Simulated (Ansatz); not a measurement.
**Single-point calculation of MgO**

The run: single-point calculation of MgO (Pm-3m, 2 atoms in the cell). Method and program: DFT PBEsol, scalar-relativistic, plane waves, PAW, no spin polarisation (Ansatz 0.2.0).

The structure derives from an entry of the Crystallography Open Database. It belongs to a series of runs on one base structure; here: ratio of the length along [111] to the lengths across it x 0.5, volume and fractional coordinates fixed.

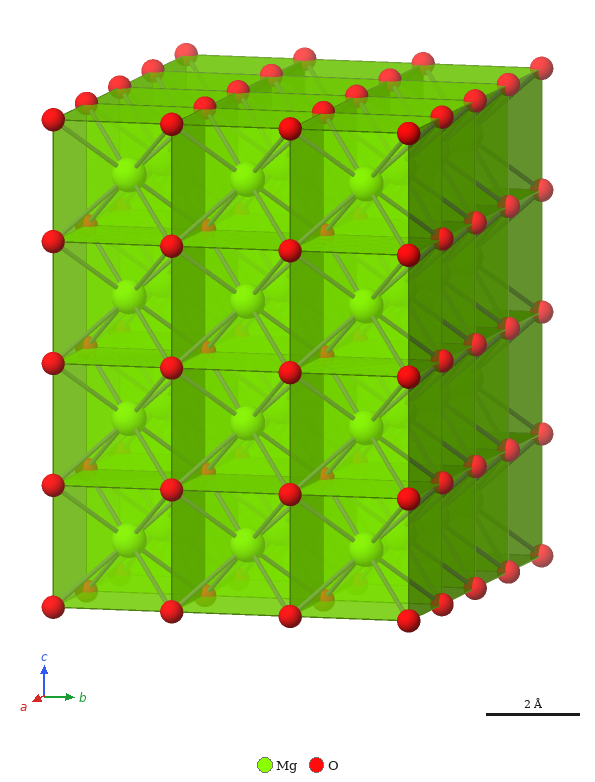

Figure 1. The structure as given in the input (polyhedral view of the cell of the calculation, repeated 3 × 2 × 3, seen slightly off an axis; polyhedra are completed across the faces of the cell). An atom can appear more than once, as a periodic image.

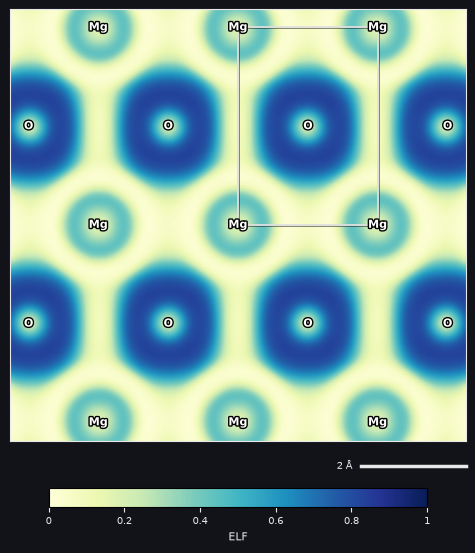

Figure 2. ELF on the (110) plane of the conventional cell. The section cuts through Mg and O sites. The fields are those of the smooth PAW valence density.

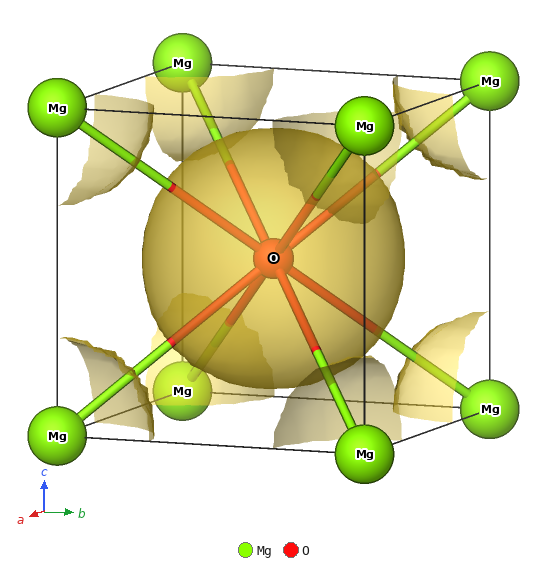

Figure 3. Isosurface of the valence charge density (pseudo) at 0.3 e/Å³ (yellow), seen slightly off an axis. Sticks mark near contacts. The outline is the cell set on symmetry axes. At this value the density breaks into separate islands; it holds about 90 % of the electrons treated as valence (semicore included). It is pinched off along the Mg–O (2.30 Å) contacts. On the grid the lowest density along these lines, outside the cores, is 0.19 e/Å³ (Mg–O, 2.30 Å).

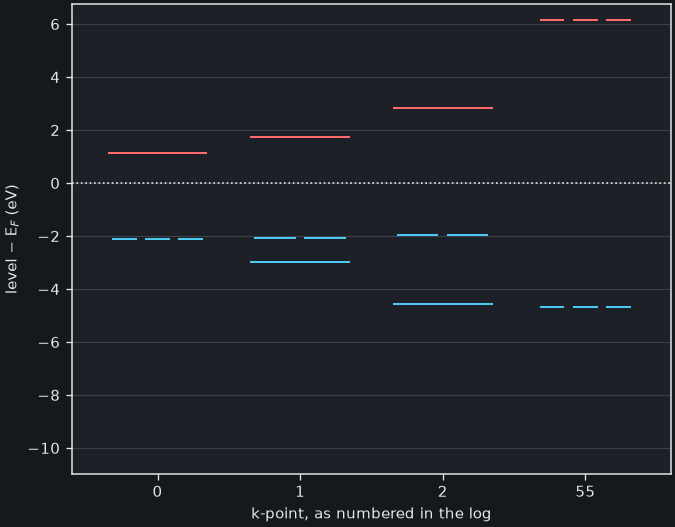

Figure 4. Kohn–Sham levels near the Fermi level (dotted) at the few k-points that the log prints; levels within 0.02 eV of each other stand side by side. Among these points the highest filled and lowest empty levels are 3.09 eV apart; the gap on the full mesh, 2.26 eV, has an edge at a point that isn't printed.

These pictures come from the run below.

### Input file
```yaml
crystal:
  lattice:
    - [-0.8849289504, 1.7698579008, 1.7698579008]
    - [1.7698579008, -0.8849289504, 1.7698579008]
    - [1.7698579008, 1.7698579008, -0.8849289504]
  atoms:
    - { symbol: Mg, position: [0.0, 0.0, 0.0] }
    - { symbol: O, position: [0.5, 0.5, 0.5] }
basis:
  ecutwfc: 420
kpoints:
  mp_grid: { grid: [10, 10, 10] }
hamiltonian:
  xc: pbesol
scf:
  occupations: { method: gaussian, width: 0.05 }
output:
  forces: true
  stress: true
  eigenvalues: true
  write_density: true
  write_potential: true
  elf: true
  volumetric_format: npy
```

Command:
```bash
ansatz run input.yaml --threads 1 --pin off --max-ram 2560MiB --backend cpu --events-out ev --progress --plain --runs-dir out
```

### Log
```
Engine: ansatz 0.2.0, aarch64-unknown-linux-gnu
Pseudopotentials: kind: paw
Pseudopotential: Mg, paw, valence charge 10, recommended cutoff 420 eV (normal), Mg.paw.azcp
Pseudopotential: O, paw, valence charge 6, recommended cutoff 420 eV (normal), O.paw.azcp
Functional definition: PBEsol
  exchange = pbesol_x
  correlation = pbesol_c
Crystal: 2 atoms, lattice volume = 18.711 Å³
Basis set: ecut = 420 eV, 365 PW (Γ), exchange–correlation on 36×36×36 points (8 copies of the dense FFT grid, shifted against one another)
Bands: 12, of which v1, the nominal top of the filled ones, is band 8 counted from 1 (7 counted from 0)
Symmetry: 48 space group operations
Space group: Pm-3m (ITA 221), of the structure as read, at distance tolerance 2.7e-5 Å
k-points: 56 of 1000
Non-local potential: Mg, projectors of the file, l = 0: 3, l = 1: 2, l = 2: 1
Non-local potential: O, projectors of the file, l = 0: 2, l = 1: 2, l = 2: 1
PAW form: soft (Blöchl's): semilocal exchange-correlation on the pseudo side does not see the compensation charge
PAW frozen core: Mg, regenerated for the run's functional, and the local potential with it (the file was generated under x = pbe(κ = 0.804, μ = 0.2195149727645171), c = pbe(β = 0.06672455060314922))
PAW frozen core: O, regenerated for the run's functional, and the local potential with it (the file was generated under x = pbe(κ = 0.804, μ = 0.2195149727645171), c = pbe(β = 0.06672455060314922))
PAW one-centre angular grid: Mg, 110 points (default); XC on 64 Gauss nodes
PAW one-centre angular grid: O, 110 points (default); XC on 64 Gauss nodes
Initial density: superposition of atomic densities (neutral atoms: chi_scale 0, normalization atom), corrected by the library's trained network
Initial wavefunctions: pseudopotential atomic-orbital guess
Functional: x = pbesol(κ = 0.804, μ = 0.12345679012345678), c = pbesol(β = 0.046)
SCF iter   1: F=—  HF=-2474.401994 eV  |F-HF|=—  |Δ(HF+E_count)|=         —  Δρ=1.56e-2  dr2=3.79e-2  ethr=1.77e-3  ⟨swp⟩=5.6  Hψ=3906  notcnv=0
preconditioner: auto → none  [insulator: Δε(μ)=2.098 eV  Ē_g=17.161 eV  σ=0.050 eV  W_gap=1.00  n_scr=6 (ndim 8)  ℏωp=24.3 eV  f_vac=0.000  D(μ)=0.00/eV (n_scr^D=0)  ε∞_Penn≈3.0]
SCF iter   2: F=—  HF=-2474.391877 eV  |F-HF|=—  |Δ(HF+E_count)|=   1.01e-2  Δρ=5.07e-3  dr2=4.97e-3  ethr=2.37e-4  ⟨swp⟩=2.0  Hψ=1321  notcnv=0
SCF iter   3: F=—  HF=-2474.390642 eV  |F-HF|=—  |Δ(HF+E_count)|=   1.24e-3  Δρ=7.21e-4  dr2=5.44e-5  ethr=3.11e-5  ⟨swp⟩=2.1  Hψ=962  notcnv=0
SCF iter   4: F=—  HF=-2474.390580 eV  |F-HF|=—  |Δ(HF+E_count)|=   6.21e-5  Δρ=1.29e-4  dr2=2.90e-6  ethr=3.40e-7  ⟨swp⟩=1.8  Hψ=777  notcnv=0
iter 5 did not close the SCF: its close was put off for the readings that it lacked (scf_convergence_deferred on its scf_iter line)
SCF iter   5: F=-2474.390579 eV  HF=-2474.390579 eV  |F-HF|=2.52e-8  |Δ(HF+E_count)|=   7.85e-7  Δρ=1.77e-5  dr2=3.88e-8  ethr=1.81e-8  ⟨swp⟩=2.1  Hψ=814  notcnv=0
SCF iter   6: F=-2474.390579 eV  HF=-2474.390579 eV  |F-HF|=2.71e-10  |Δ(HF+E_count)|=   2.43e-9  Δρ=2.22e-6  dr2=5.70e-10  ethr=2.43e-10  ⟨swp⟩=5.6  Hψ=3401  notcnv=0
SCF 1 converged in 6 iterations: F = -2474.390579 eV  dr2 = 5.70e-10
  greatest PAW one-centre occupation: 1.000 electrons in one spin orbital (limit 2), on the Mg atom at site 0 (counted from 0), in its partial waves of l = 0
SCF converged after 6 iterations
Free energy (F): -2474.390579 eV
Harris-Foulkes:  -2474.390579 eV  (|F-HF|=2.71e-10)
Internal energy: -2474.390579 eV  (E = F + TS)
E sigma→0 (E₀):  -2474.390579 eV
Fermi energy:    10.748052 eV
--- Per-component energies (eV) ---
  E_band       = -293.010227
  E_kinetic    = 253.480772
  E_local      = -1560.117720  (includes V_loc(G=0)·N_el)
  E_nonlocal   = 143.768534
  E_hartree    = 532.592247
  E_xc         = -103.499472
  E_vxc        = -133.340349  (∫ρ·V_xc dr)
  E_paw        = -433.235980  (= ΣΔE_a)
  E_vpaw       = -61.988171  (= ΣTr[D̂ρ^β])
  E_aug_tail   = 0.002445  (compensation charges beyond the density's cutoff)
  E_ewald      = -1307.475555
  E_core_change = 0.094150  (= ΣΔE_core)
  E_smearing   = -0.000000  (= −TS)
  E_closure    = -0.000000  (closes the sum)
  Σ components = -2474.390579   (vs F -2474.390579, Δ=0.00e0)
--- Forces (eV/Å), atoms counted from 1 ---
  atom   1  Mg    -0.00000000     0.00000000    -0.00000000
  atom   2  O      0.00000000    -0.00000000     0.00000000
  max |Σ_I F_I| component: 7.30e-30 eV/Å
--- Stress (GPa, compression-positive) ---
       -3.395221       0.000000      -0.000000
        0.000000      -3.395221      -0.000000
       -0.000000      -0.000000      -3.395221
  P = ⅓ Tr σ = -3.3952 GPa (-33.952 kbar)
--- Band table (eV; the first three rows and the last of 56) ---
  k-point 0: bands = ["-64.7163", "-31.6014", "-31.6014", "-31.6014", "-8.6702", "8.6333", "8.6333", "8.6333", "11.8752", "19.8925", "19.8925", "29.4490"]
  k-point 1: bands = ["-64.7152", "-31.6134", "-31.6003", "-31.6003", "-8.5718", "7.7773", "8.6733", "8.6733", "12.5076", "20.0827", "20.0963", "29.2880"]
  k-point 2: bands = ["-64.7121", "-31.6450", "-31.5975", "-31.5975", "-8.3001", "6.1916", "8.7811", "8.7811", "13.6009", "20.2902", "20.7039", "28.8121"]
  k-point 55: bands = ["-64.6807", "-31.6907", "-31.6907", "-31.6907", "-5.8279", "6.0784", "6.0784", "6.0784", "16.8912", "16.8912", "16.8912", "25.4342"]
```

### Results in brief

| quantity | value |
| --- | --- |
| outcome | converged |
| space group (tolerance 0.01 Å) | Pm-3m (221) |
| electrons treated | 16 |
| free energy | −2474.3906 eV |
| Fermi energy | 10.748 eV |
| gap on the k-point mesh | 2.26 eV |
| pressure | −3.40 GPa |
| largest force (length of the vector) | under 0.001 eV/Å |
| hardware | 1 thread of Arm Neoverse V1, 24 GiB of memory available, shared host |
| wall time | 1.2 s |
| peak memory | 0.24 GiB |
